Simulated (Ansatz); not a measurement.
Input file:

```
crystal:
  lattice:
    - [3.9063657035, 0.0, 0.0]
    - [0.0, 3.9063657035, 0.0]
    - [0.0, 0.0, 4.661300739]
  atoms:
    - { symbol: Sn, position: [0.0, 0.5, 0.2373428064] }
    - { symbol: Sn, position: [0.5, 0.0, 0.7626571936] }
    - { symbol: O, position: [0.5, 0.5, 0.0] }
    - { symbol: O, position: [0.0, 0.0, 0.0] }
kpoints:
  mp_grid: { grid: [6, 6, 6] }
  band_path:
    path:
      - [0.0, 0.0, 0.0]
      - [0.0, 0.5, 0.0]
      - [0.5, 0.5, 0.0]
      - [0.0, 0.0, 0.5]
      - [0.0, 0.5, 0.5]
      - [0.5, 0.5, 0.5]
      - [-0.109375, -0.109375, 0.0]
    npoints: 1
hamiltonian:
  xc: pbe
scf:
  occupations: { method: fermi_dirac, width: 0.02 }
  n_extra_bands: 5
output:
  forces: true
  stress: true
  eigenvalues: true
  write_density: true
  write_potential: true
  elf: true
  volumetric_format: npy
```

Command:

```sh
ansatz run input.yaml --threads 2 --pin off --max-ram 29491MiB --backend cpu --events-out ev --progress --plain --runs-dir out
```

Below, planes, directions and counts refer to the conventional cell (a = 3.91 Å, b = 3.91 Å, c = 4.66 Å, α = 90.00°, β = 90.00°, γ = 90.00°).

Space group P4/nmm; a structure from a database of computed crystals, not necessarily the ambient phase; started from the database structure prototype, which need not be the ambient phase; changed on purpose from its base cell (epitaxial xy strain +3.0%); not relaxed (largest force 0.4 eV/Å).

All numbers below come from DFT, PBE, plane waves, PAW in Ansatz 0.2.0.

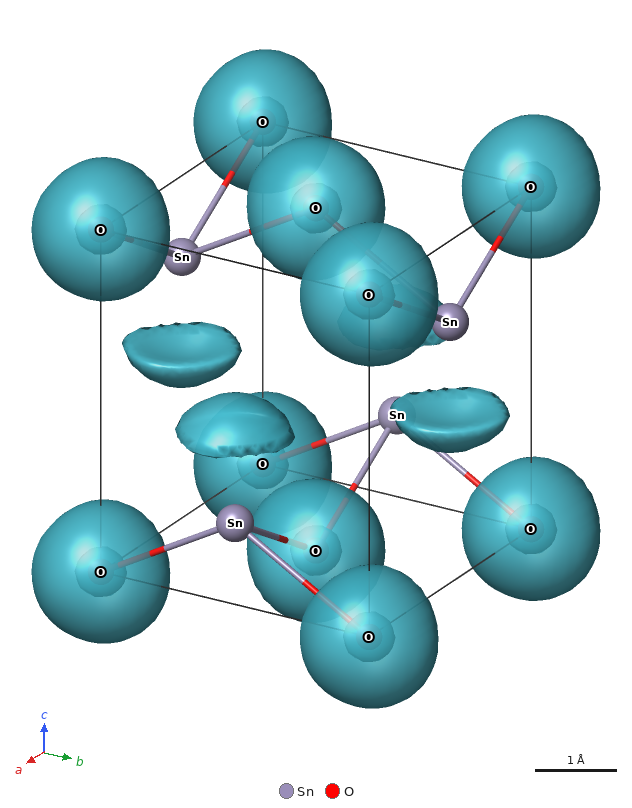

SnO. Isosurface of the ELF at 0.65 (cyan), seen at an oblique angle. Core shells and regions of very low density are left out. Sticks mark near contacts.

Core electrons are frozen (PAW), and the valence fields are smoothed inside the atomic spheres.

### Identify the bonds, lone pairs and shells in this picture.

At this value the surface marks out two lobes on Sn, pointing away from the bonds (lone pairs) and two regions wrapped around O (the valence shell of each), counted in one cell of 4 atoms. Any copies at cell faces, edges or corners count once.

Values along the shortest contacts:
Sn–O (2.24 Å): the ELF peaks at about 0.85 in the valence shell of O, 0.6 Å from its nucleus, and is about 0.20 at the midpoint; no localised pair shows between them.

### Metal or insulator at this level of theory?

It is gapped, with a Kohn–Sham gap of 0.39 eV on the k-point mesh, an upper bound to the gap of this method.
